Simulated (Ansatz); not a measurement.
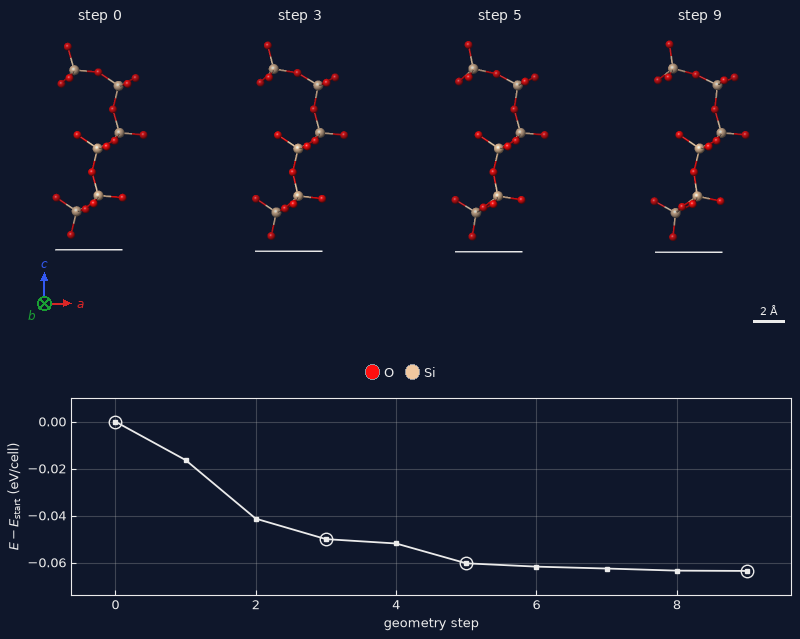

Frames of a relaxation of a slab of composition Si$_{6}$O$_{13}$ (cut from the I-42d phase), marked on the history of the run. Style: ball-and-stick. Shown: the cell of the calculation, outlined in the plane, without the vacuum, along the b axis.

Case: (1 0 1) slab, atoms relaxed. The slab is the (1 0 1) face of SiO2.

Computed with Ansatz 0.2.0, DFT PBE, scalar-relativistic, plane waves, PAW.

Input
```yaml
crystal:
  lattice:
    - [5.026738673, 0.0, 0.0]
    - [-2.5133693365, 4.4641491366, 0.0]
    - [0.0, 0.0, 27.4630256898]
  atoms:
    - { symbol: O, position: [0.2311027598, 0.646228078, 0.2730944538] }
    - { symbol: Si, position: [0.3169824624, 0.6339649248, 0.3298208403] }
    - { symbol: O, position: [0.4524393083, 0.4048786167, 0.3348110561] }
    - { symbol: O, position: [0.5736165494, 0.9632105404, 0.3487296359] }
    - { symbol: O, position: [0.010771232, 0.5215424641, 0.3626482156] }
    - { symbol: Si, position: [0.646228078, 0.292456156, 0.3676384314] }
    - { symbol: O, position: [0.5480852222, 0.2801930028, 0.4243648179] }
    - { symbol: Si, position: [0.6339649248, 0.2679298496, 0.4810912045] }
    - { symbol: O, position: [0.7694217707, 0.0388435415, 0.4860814203] }
    - { symbol: O, position: [0.8905990118, 0.5971754652, 0.5] }
    - { symbol: O, position: [0.3277536944, 0.1555073889, 0.5139185797] }
    - { symbol: Si, position: [0.9632105404, 0.9264210808, 0.5189087955] }
    - { symbol: O, position: [0.8650676846, 0.9141579276, 0.5756351821] }
    - { symbol: Si, position: [0.9509473872, 0.9018947744, 0.6323615686] }
    - { symbol: O, position: [0.0864042331, 0.6728084663, 0.6373517844] }
    - { symbol: O, position: [0.2075814742, 0.23114039, 0.6512703641] }
    - { symbol: O, position: [0.6447361568, 0.7894723137, 0.6651889439] }
    - { symbol: Si, position: [0.2801930028, 0.5603860056, 0.6701791597] }
    - { symbol: O, position: [0.182050147, 0.5481228524, 0.7269055462] }
basis:
  ecutwfc: 420
kpoints:
  mp_grid: { grid: [6, 6, 1] }
hamiltonian:
  xc: pbe
scf:
  occupations: { method: gaussian, width: 0.05 }
output:
  forces: true
  eigenvalues: true
  write_density: true
  write_potential: true
  elf: true
  volumetric_format: npy
relax:
  adjacent_minimum: "off"
  f_tol: 0.02
  max_steps: 60
efield:
  axis: 3
  dipole_correction: true
  ramp_width: 0.04
```

Command:
```bash
ansatz run input.yaml --threads 2 --pin off --max-ram 5120MiB --backend cpu --events-out ev --progress --plain --runs-dir out
```

### What happens along the run?

The energy falls by 63.6 meV per cell of the calculation in 9 geometry steps. Largest force component: 0.73 eV/Å at the start, 0.0015 eV/Å at the end. The largest moves relative to the layer's centre, 0.33 Å, are those of O5 and O15. O15 goes at 44° to the normal (+c side). By element the largest moves are O 0.33 Å, Si 0.15 Å. The cell doesn't change. Near-neighbour distances that change, for instance: O15–Si18 1.626 → 1.638 Å, O1–Si2 1.626 → 1.618 Å. Among the angles between lasting bonds that change: Si12–O13–Si14 146.9° → 155.1°, Si2–O3–Si6 146.9° → 151.7°, O3–Si2–O5 110.9° → 106.5°. From step 0 to 3: O atoms move most (0.10 Å), energy −50.0 meV per cell of the calculation. From step 3 to 5: O atoms move most (0.12 Å), energy −10.3 meV per cell of the calculation. From step 5 to 9: O atoms move most (0.12 Å), energy −3.2 meV per cell of the calculation.
